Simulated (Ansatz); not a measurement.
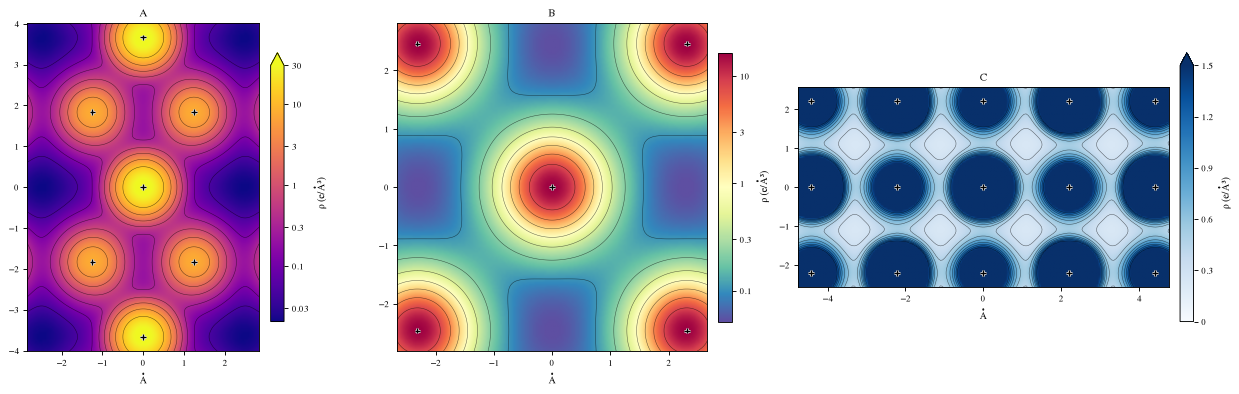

The valence pseudo-density of 3 systems, each on a plane through atoms (crosses mark nuclei in the plane).

The calculation used DFT PBE, scalar-relativistic, plane waves, PAW in Ansatz 0.2.0.

System 1: HfO2, the (011̄) plane of the conventional cell. Space group Fmmm; changed on purpose from its base cell (strain +0.0250 x Voigt [1, -1, 0, 0, 0, 0], atoms carried along); computed pressure about −2 GPa in this cell.

```
CELL_PARAMETERS angstrom
0.00000 -4.98712 0.00000
0.00000 0.00000 5.11500
-5.24287 0.00000 0.00000
ATOMIC_POSITIONS crystal
Hf 0.50000 0.00000 0.50000
Hf 0.00000 0.00000 0.00000
Hf 0.50000 0.50000 0.00000
Hf 0.00000 0.50000 0.50000
O 0.75000 0.25000 0.75000
O 0.25000 0.25000 0.25000
O 0.75000 0.75000 0.25000
O 0.25000 0.75000 0.75000
O 0.75000 0.25000 0.25000
O 0.25000 0.25000 0.75000
O 0.75000 0.75000 0.75000
O 0.25000 0.75000 0.25000
```

System 2: TaN, the (001) plane of the conventional cell. Space group Fm-3m.

System 3: Sn, the (110) plane of the conventional cell. Space group I4/mmm.

Which map belongs to which system?

Panel A is system 1, HfO2: the plane holds Hf and O. Hf–O (2.22 Å): the density is about 0.55 e/Å³ at the midpoint. Panel B is system 3, Sn: the plane holds Sn. Sn–Sn (3.38 Å): ρ is about 0.14 e/Å³ halfway. Panel C is system 2, TaN: the plane holds Ta and N. Ta–N (2.21 Å): ρ at the midpoint is about 0.53 e/Å³.
